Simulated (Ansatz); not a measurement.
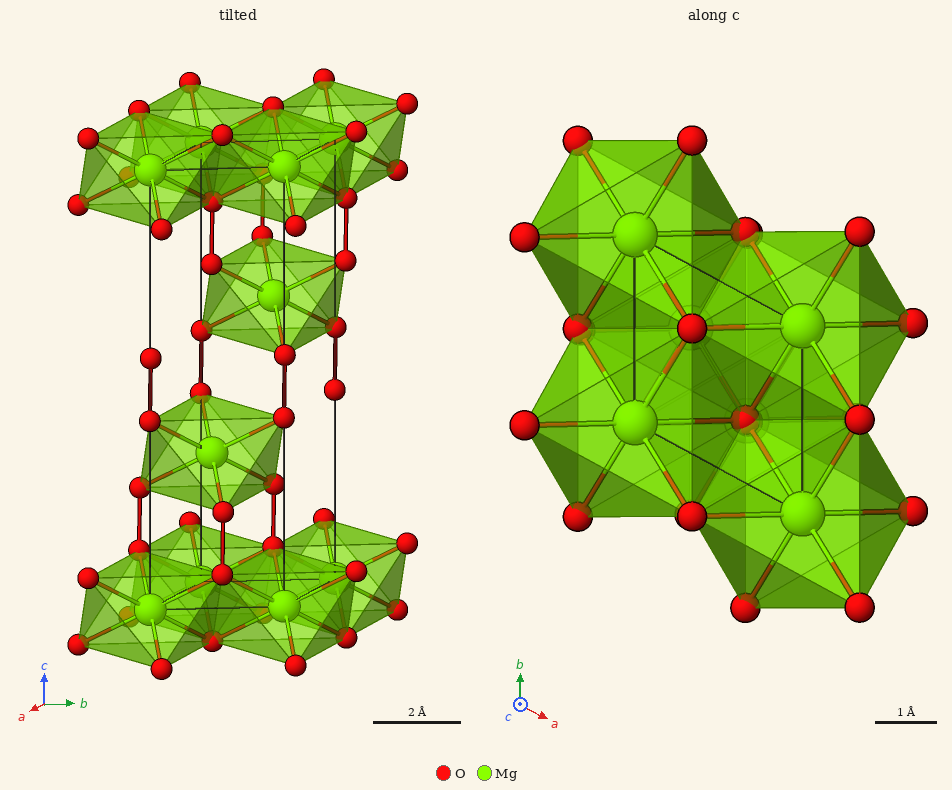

The image is a polyhedral drawing of a crystal, viewed slightly off an axis and along the c axis. The frame is the drawn cell (a repeat of the simulation cell); atoms at its boundary are shown with their periodic copies. A few atoms beyond the faces are included.

MgO2, a = 3.16 Å, b = 3.11 Å, c = 10.39 Å, α = 90.00°, β = 90.00°, γ = 118.55°.

Results below were computed with DFT, HSE06, plane waves, PAW in Ansatz; the settings were plane-wave cutoff 420 eV, k-points about 0.40 Å⁻¹ apart, no spin polarisation.

### Metal or not?

An insulator at this level, with a gap of 4.65 eV, direct.

### Which way would the volume go on relaxing?

The computed pressure is -1.4 GPa (stretched: it would shrink). The stress isn't hydrostatic: its largest component is 5.9 GPa.

Its origin is a structure listed in the Materials Project. The cell was then strained or its atoms displaced on purpose. Ansatz was used for an electronic-structure calculation on it.

At this level of theory the cell isn't at rest (forces up to 0.8 eV/Å), so its distances can differ from those at equilibrium, the more so the softer the solid.
